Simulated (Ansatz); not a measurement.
Run report: BN, single-point calculation

System: BN (F-43m, 2 atoms in the cell).
Method: DFT, r2SCAN, plane waves, PAW, no spin polarisation (Ansatz 0.2.0).

The structure derives from an entry of the Crystallography Open Database. Some settings of this run were made unusual or wrong on purpose. Figures and captions count atoms from 1; the log counts them from 0 in places.

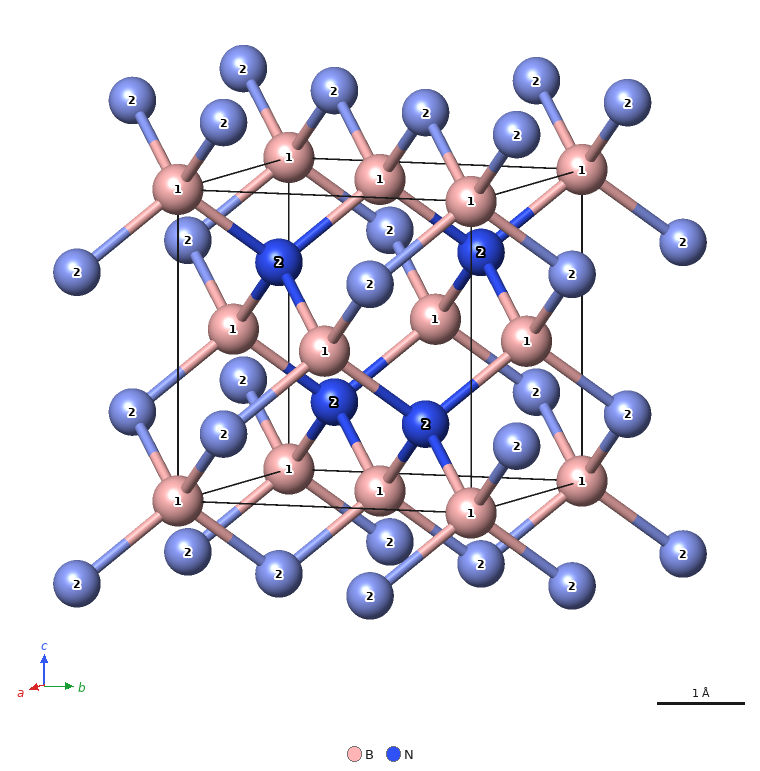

Figure 1. The structure as given in the input (ball-and-stick view of the cell 4 times as large as that of the calculation, set on its symmetry axes, seen slightly off an axis; neighbours outside the cell are drawn fainter; atoms are numbered from 1 in the order of the input). Near neighbours in the crystal (not all of them lie inside the picture): B has 4 N at 1.56 Å; N has 4 B at 1.56 Å.

Input:
```yaml
crystal:
  lattice:
    - [0.0, 1.8048042025, 1.8048042025]
    - [1.8048042025, 0.0, 1.8048042025]
    - [1.8048042025, 1.8048042025, 0.0]
  atoms:
    - { symbol: B, position: [0.0, 0.0, 0.0] }
    - { symbol: "N", position: [0.75, 0.75, 0.75] }
basis:
  ecutwfc: 500
  ecutrho_ratio: 4
kpoints:
  mp_grid: { grid: [12, 12, 12] }
hamiltonian:
  xc: r2scan
scf:
  occupations: { method: gaussian, width: 0.05 }
  mixing: { algorithm: broyden, beta: 0.95, ndim: 1, preconditioner: none }
  max_iter: 60
output:
  forces: true
  stress: true
```

Hardware: 4 threads of Arm Neoverse V1, 24 GiB of memory available, shared host.

Launch command:
```bash
ansatz run input.yaml --threads 4 --pin off --max-ram 7168MiB --backend cpu --events-out ev --progress --plain --runs-dir out
```

What the program printed:
```
Engine: ansatz 0.2.0, aarch64-unknown-linux-gnu
Pseudopotentials: kind: paw
Pseudopotential: B, paw, valence charge 3, recommended cutoff 500 eV (meta_gga), B.paw.azcp
Pseudopotential: N, paw, valence charge 5, recommended cutoff 500 eV (meta_gga), N.paw.azcp
Functional definition: r2SCAN
  parameter k0 = 0.174
  parameter k1 = 0.065
  parameter a1 = 4.9479
  exchange = r2scan_x(k0 = k0, k1 = k1, a1 = a1)
  correlation = r2scan_c
Crystal: 2 atoms, lattice volume = 11.758 Å³
Basis set: ecut = 500 eV, 307 PW (Γ), exchange–correlation on 80×80×80 points (64 copies of the dense FFT grid, shifted against one another)
Bands: 8, of which v1, the nominal top of the filled ones, is band 4 counted from 1 (3 counted from 0)
Symmetry: 24 space group operations
Space group: F-43m (ITA 216), of the structure as read, at distance tolerance 2.3e-5 Å
k-points: 72 of 1728 (time reversal used)
Non-local potential: B, projectors of the file, l = 0: 2, l = 1: 2, l = 2: 1
Non-local potential: N, projectors of the file, l = 0: 2, l = 1: 2, l = 2: 1
PAW form: soft (Blöchl's): semilocal exchange-correlation on the pseudo side does not see the compensation charge
PAW frozen core: B, regenerated for the run's functional (the file was generated under x = pbe(κ = 0.804, μ = 0.2195149727645171), c = pbe(β = 0.06672455060314922))
PAW frozen core: N, regenerated for the run's functional (the file was generated under x = pbe(κ = 0.804, μ = 0.2195149727645171), c = pbe(β = 0.06672455060314922))
PAW one-centre angular grid: B, 302 points (default); XC on 160 Gauss nodes
PAW one-centre angular grid: N, 302 points (default); XC on 160 Gauss nodes
Initial density: superposition of atomic densities (neutral atoms: chi_scale 0, normalization atom), corrected by the library's trained network
Initial wavefunctions: pseudopotential atomic-orbital guess
Functional: x = r2scan, c = r2scan; τ floored in thin density (d = 2e-4 eV/Å³)
SCF iter   1: F=—  HF=-543.914216 eV  |F-HF|=—  |Δ(HF+E_count)|=         —  Δρ=1.17e-2  dr2=1.22e-2  dr2_τ=3.29e-1  ethr=1.77e-3  ⟨swp⟩=4.6  Hψ=3797  notcnv=0
SCF iter   2: F=—  HF=-544.008591 eV  |F-HF|=—  |Δ(HF+E_count)|=   9.44e-2  Δρ=9.42e-3  dr2=6.68e-3  dr2_τ=9.68e-4  ethr=1.53e-4  ⟨swp⟩=2.0  Hψ=1730  notcnv=0  κ⁻¹=1.0e0(r=1)
SCF iter   3: F=—  HF=-544.007701 eV  |F-HF|=—  |Δ(HF+E_count)|=   8.90e-4  Δρ=5.96e-3  dr2=3.41e-3  dr2_τ=3.76e-4  ethr=8.34e-5  ⟨swp⟩=2.0  Hψ=1123  notcnv=0  κ⁻¹=1.0e0(r=1)
SCF iter   4: F=—  HF=-544.006615 eV  |F-HF|=—  |Δ(HF+E_count)|=   1.09e-3  Δρ=1.36e-4  dr2=6.65e-7  dr2_τ=1.09e-7  ethr=4.26e-5  ⟨swp⟩=2.4  Hψ=1055  notcnv=0  κ⁻¹=1.0e0(r=1)
SCF iter   5: F=—  HF=-544.006617 eV  |F-HF|=—  |Δ(HF+E_count)|=   1.71e-6  Δρ=2.77e-5  dr2=4.05e-8  dr2_τ=1.76e-9  ethr=1.25e-9  ⟨swp⟩=5.0  Hψ=1900  notcnv=0  κ⁻¹=1.0e0(r=1)
SCF iter   6: F=-544.006617 eV  HF=-544.006617 eV  |F-HF|=1.34e-8  |Δ(HF+E_count)|=   4.65e-8  Δρ=1.38e-5  dr2=1.77e-8  dr2_τ=2.02e-9  ethr=5.07e-10  ⟨swp⟩=2.0  Hψ=2016  notcnv=0
SCF 1 converged in 6 iterations: F = -544.006617 eV  dr2 = 1.77e-8
  greatest PAW one-centre occupation: 0.797 electrons in one spin orbital (limit 2), on the N atom at site 1 (counted from 0), in its partial waves of l = 0
```

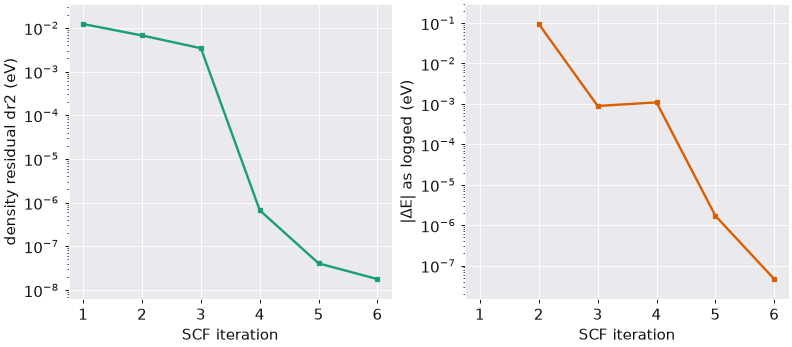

Figure 2. Convergence of the self-consistent field: density residual dr2 and size of the energy change against the SCF iteration. The residual falls at every step.

```
SCF converged after 6 iterations
Stability not checked: this state was not tested for a lower state beside it, because the mixer in use, unlike msr1, does not test its closes by its own steps (another_mixer; see scf.mixing.algorithm and scf.lower_state_search)
Free energy (F): -544.006617 eV
Harris-Foulkes:  -544.006617 eV  (|F-HF|=1.34e-8)
Internal energy: -544.006617 eV  (E = F + TS)
E sigma→0 (E₀):  -544.006617 eV
Fermi energy:    13.582649 eV
--- Per-component energies (eV) ---
  E_band       = 22.333108
  E_kinetic    = 186.171216
  E_local      = -174.766622  (includes V_loc(G=0)·N_el)
  E_nonlocal   = 55.886954
  E_hartree    = 49.519333
  E_xc         = -92.367474
  E_vxc        = -127.842085  (∫ρ·V_xc dr)
  E_paw        = -209.482072  (= ΣΔE_a)
  E_vpaw       = -23.156987  (= ΣTr[D̂ρ^β])
  E_aug_tail   = 0.000018  (compensation charges beyond the density's cutoff)
  E_vtau       = 7.000569  (kinetic-family band-sum trace: ∫τ·v_τ [+ j·A + Jᵃ·Aᵃ] dr)
  E_ewald      = -358.919961
  E_core_change = -0.048007  (= ΣΔE_core)
  E_smearing   = -0.000000  (= −TS)
  E_closure    = -0.000000  (closes the sum)
  Σ components = -544.006617   (vs F -544.006617, Δ=0.00e0)
--- Forces (eV/Å), atoms counted from 1 ---
  atom   1  B     -0.00000000     0.00000000     0.00000000
  atom   2  N      0.00000000     0.00000000     0.00000000
  max |Σ_I F_I| component: 3.70e-16 eV/Å
--- Stress (GPa, compression-positive) ---
        0.042845       0.000000      -0.000000
        0.000000       0.042845       0.000000
       -0.000000       0.000000       0.042845
  P = ⅓ Tr σ = 0.0428 GPa (0.428 kbar)
```

What the run reported:

| quantity | value |
| --- | --- |
| outcome | converged |
| space group (tolerance 0.01 Å) | F-43m (216) |
| electrons treated | 8 |
| free energy | −544.0066 eV |
| Fermi energy | 13.583 eV |
| pressure | 0.04 GPa |
| largest force (length of the vector) | under 0.001 eV/Å |
| wall time | 0.7 s (CPU time 2.2 s) |
| peak memory | 0.29 GiB |

The input was spoiled on purpose: mixing far too strong (`scf.mixing`). Undamped mixing lets the charge slosh. The program still converged, but the numbers can't be taken as results for the intended system.
